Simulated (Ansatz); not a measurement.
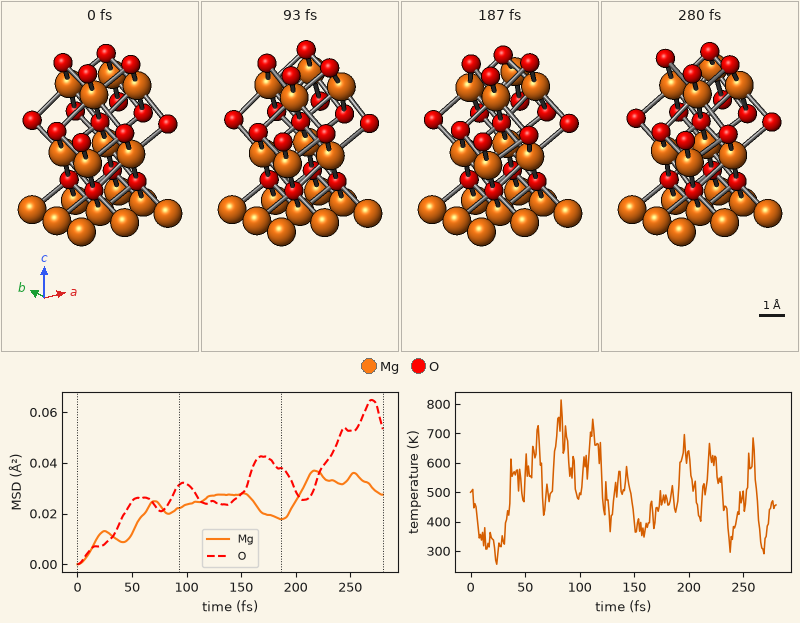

First-principles dynamics of a slab of MgO(111) (24 atoms in the cell), 280 fs long. Frames and the history of the run. The picture is a ball-and-stick view of the simulation cell, with the vacuum cut short, seen slightly off an axis. Bonds to atoms that aren't drawn are left out.

Method: Ansatz, DFT PBE, scalar-relativistic, plane waves, PAW. Settings: plane-wave cutoff 420 eV; k-point mesh 2 × 2 × 1; Fermi-Dirac smearing 0.05 eV; 8 atoms held fixed; Langevin thermostat (NVT); set temperature 500 K; time step 1 fs; friction 0.05 per fs.

**Describe the run.**

Over the second half the temperature averages 478 K (spread ±89 K). The potential energy in the second half lies on average 42.4 meV per atom above the first frame. In the second half of the run the atoms are, in the root-mean-square, this far from where they began (common drift taken out): O 0.20 Å, Mg 0.17 Å. That is small against the typical shortest distance between atoms in the first frame, about 2.0 Å: the atoms vibrate about their sites and the arrangement holds.

Limits of the set-up: the k-point mesh is coarse for a cell with partly filled bands.

PAW datasets: the set soft_1.
